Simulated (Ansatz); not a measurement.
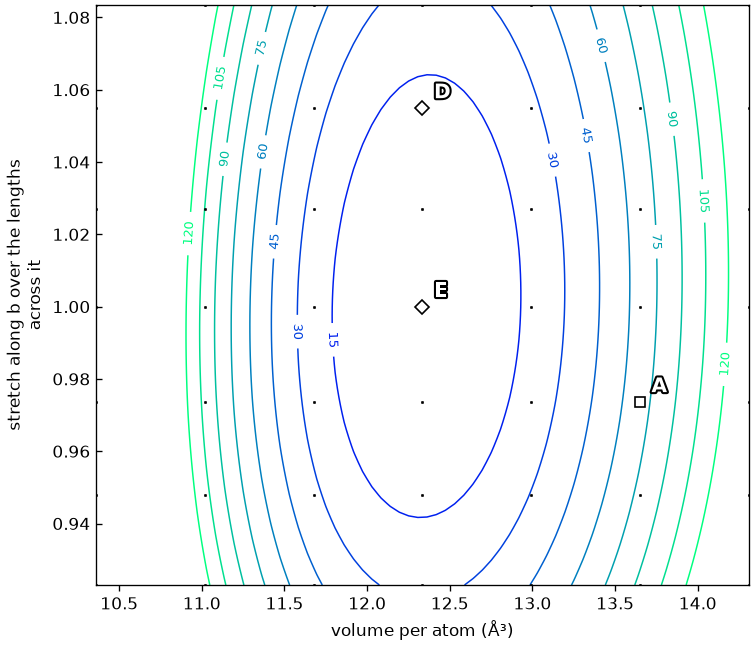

SnO2 (Pbcn, No. 60; 12 atoms in the cell). 
- The energy is mapped over volume and the cell's shape.
- The first coordinate is: volume per atom; the second: stretch along b over the lengths across it, relative to the relaxed cell.
- Nothing is relaxed (fractional coordinates fixed).
- Grid: 7 × 7 points.
- Points are written as (first, second).
- All energies are given in meV/atom relative to the lowest grid point.
- The band gap closes in part of the range.
- Method: Ansatz, DFT PBE, scalar-relativistic, plane waves, PAW. Settings: cutoff 520 eV, k-mesh 6×6×6, gaussian smearing 0.05 eV, no spin polarisation.

The picture shows contour lines labelled in meV/atom (none above 120), dots at the grid points, lettered points. Between grid points the surface is interpolated.

### What kind of point is each of A, E: minimum, saddle, maximum or slope?

A: on a slope; E: minimum. (In these two coordinates alone; a stationary point may lie a little off the grid point.)

### Rank the lettered points by energy, lowest first.

E (0 meV/atom), D (11 meV/atom), A (69 meV/atom).

PAW datasets: the set soft_1.
